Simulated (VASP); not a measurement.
Run report: AlP, geometry relaxation (part 5 of 5)

The same run, continued: AlP (slab, 8 atoms in the cell); Kohn-Sham DFT of a periodic cell, RPBE, VASP PAW PBE potentials, recommended, no spin polarisation (VASP 6.6.1); cutoff 520 eV, 8×8×1 k-mesh, Gaussian smearing of 0.05 eV. The structure derives from an entry of the Crystallography Open Database. It belongs to a series of runs on one base structure; here: the (1 1 1) slab of AlP, cut from the database cell, not relaxed.

Geometry of the input (Å; fractional positions):
```
3.8544  0.0000  0.0000
-1.9272  3.3380  0.0000
0.0000  0.0000  25.2282
P  0.0000  0.0000  0.2973
P  0.3333  0.6667  0.4220
P  0.6667  0.3333  0.5468
P  0.0000  0.0000  0.6715
Al 0.3333  0.6667  0.3285
Al 0.6667  0.3333  0.4532
Al 0.0000  0.0000  0.5780
Al 0.3333  0.6667  0.7027
```

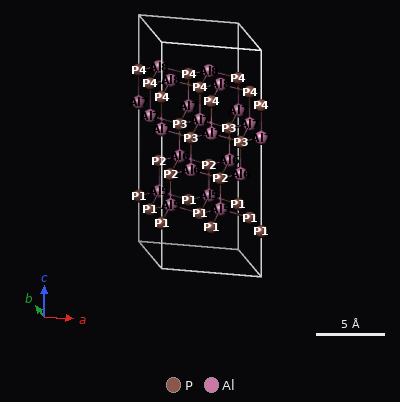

Figure 1. The geometry at step 16 of the log (ball-and-stick view of the 2 × 2 repeat of the cell, with the vacuum cut short, seen slightly off an axis; atoms are numbered from 1 in the order of the input).

Trajectory as extended XYZ, continued
```
8
Lattice="3.8544 0.0000 0.0000 -1.9272 3.3380 0.0000 0.0000 0.0000 25.2282" Properties=species:S:1:pos:R:3:forces:R:3 step=14 energy=-36.56205
P     0.0000    0.0000    7.5000    0.0000   0.0000  -0.0584
P     0.0000    2.2254   10.6471    0.0000   0.0000   0.8114
P     1.9272    1.1127   13.8990    0.0000   0.0000  -0.0040
P     0.0000    0.0000   17.1525    0.0000   0.0000  -0.0092
Al    0.0000    2.2254    8.2868    0.0000   0.0000  -0.7004
Al    1.9272    1.1127   11.4339    0.0000   0.0000  -0.0396
Al    0.0000    0.0000   14.6722    0.0000   0.0000  -0.0067
Al    0.0000    2.2254   17.8453    0.0000   0.0000   0.0069
8
Lattice="3.8544 0.0000 0.0000 -1.9272 3.3380 0.0000 0.0000 0.0000 25.2282" Properties=species:S:1:pos:R:3:forces:R:3 step=15 energy=-36.56205
P     0.0000    0.0000    7.5000    0.0000   0.0000  -0.0580
P     0.0000    2.2254   10.6471    0.0000   0.0000   0.8094
P     1.9272    1.1127   13.8975    0.0000   0.0000   0.0088
P     0.0000    0.0000   17.1521    0.0000   0.0000  -0.0071
Al    0.0000    2.2254    8.2868    0.0000   0.0000  -0.7001
Al    1.9272    1.1127   11.4339    0.0000   0.0000  -0.0452
Al    0.0000    0.0000   14.6719    0.0000   0.0000  -0.0110
Al    0.0000    2.2254   17.8461    0.0000   0.0000   0.0032
8
Lattice="3.8544 0.0000 0.0000 -1.9272 3.3380 0.0000 0.0000 0.0000 25.2282" Properties=species:S:1:pos:R:3:forces:R:3 step=16 energy=-36.56205
P     0.0000    0.0000    7.5000    0.0000   0.0000  -0.0583
P     0.0000    2.2254   10.6471    0.0000   0.0000   0.8098
P     1.9272    1.1127   13.8978    0.0000   0.0000   0.0062
P     0.0000    0.0000   17.1522    0.0000   0.0000  -0.0074
Al    0.0000    2.2254    8.2868    0.0000   0.0000  -0.7000
Al    1.9272    1.1127   11.4339    0.0000   0.0000  -0.0440
Al    0.0000    0.0000   14.6720    0.0000   0.0000  -0.0102
Al    0.0000    2.2254   17.8459    0.0000   0.0000   0.0038
8
Lattice="3.8544 0.0000 0.0000 -1.9272 3.3380 0.0000 0.0000 0.0000 25.2282" Properties=species:S:1:pos:R:3:forces:R:3 step=17 energy=-36.56207
P     0.0000    0.0000    7.5000    0.0000   0.0000  -0.0577
P     0.0000    2.2254   10.6471    0.0000   0.0000   0.8099
P     1.9272    1.1127   13.8977    0.0000   0.0000   0.0007
P     0.0000    0.0000   17.1512    0.0000   0.0000  -0.0031
Al    0.0000    2.2254    8.2868    0.0000   0.0000  -0.7006
Al    1.9272    1.1127   11.4339    0.0000   0.0000  -0.0448
Al    0.0000    0.0000   14.6708    0.0000   0.0000  -0.0028
Al    0.0000    2.2254   17.8467    0.0000   0.0000  -0.0016
```
